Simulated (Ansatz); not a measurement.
Se

The calculation's input:

```
crystal:
  lattice:
    - [2.9088484088, -0.0281056302, -0.0281056302]
    - [-0.0281056302, 2.9088484088, 0.0281056302]
    - [-0.0281056302, 0.0281056302, 2.9088484088]
  atoms:
    - { symbol: Se, position: [0.0, 0.0, 0.0] }
basis:
  ecutwfc: 420
kpoints:
  mp_grid: { grid: [12, 12, 12] }
hamiltonian:
  xc: pbe
scf:
  occupations: { method: gaussian, width: 0.1 }
output:
  forces: true
  stress: true
  eigenvalues: true
  populations: true
  write_density: true
  write_potential: true
  elf: true
  volumetric_format: npy
```

Command:

```sh
ansatz run input.yaml --threads 1 --pin off --max-ram 1331MiB --backend cpu --events-out ev --progress --plain --runs-dir out
```

Below, planes, directions and counts refer to the conventional cell (a = 4.07 Å, b = 4.07 Å, c = 5.14 Å, α = 90.00°, β = 90.00°, γ = 120.00°).

Space group R-3m; a structure from a database of computed crystals, not necessarily the ambient phase; changed on purpose from its base cell (strained and moved within a subgroup); computed pressure about −5 GPa in this cell.

All numbers below come from DFT PBE, scalar-relativistic, plane waves, PAW (Ansatz).

The density is the valence pseudo-density of a PAW calculation; it isn't the true density close to the nuclei.

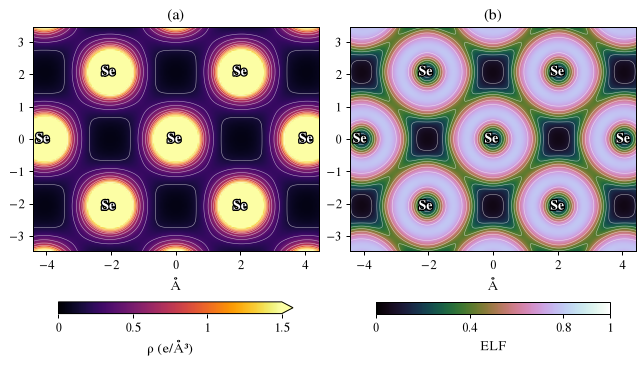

Figure 1. (a) valence charge density (pseudo); (b) ELF on the (011̄) plane of the conventional cell.

Q: Read the bonding off the picture.

A: Atoms in the plane: Se. Se–Se (2.91 Å): ρ at the midpoint is about 0.26 e/Å³; the ELF is about 0.40 at the midpoint. Between the atoms the lowest density in this plane is 0.05 e/Å³.

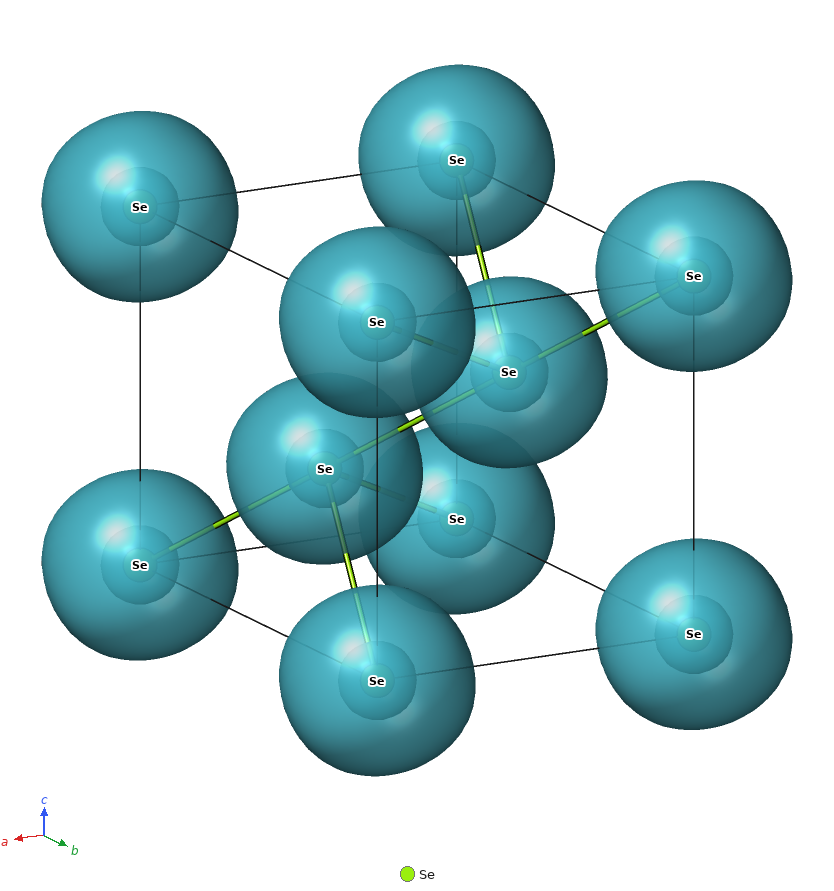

Figure 2. Isosurface of the electron localisation function at 0.6 (cyan), seen at an oblique angle. Core shells and regions of very low density are left out. Sticks mark near contacts.

Q: What do the ELF domains correspond to?

A: At this value the surface marks out three regions wrapped around Se (the valence shell of each), counted in one cell of 3 atoms. Any copies at cell faces, edges or corners count once.

Q: Does the calculation give a band gap?

A: It is metallic or semimetallic at this level of theory: no gap opens.
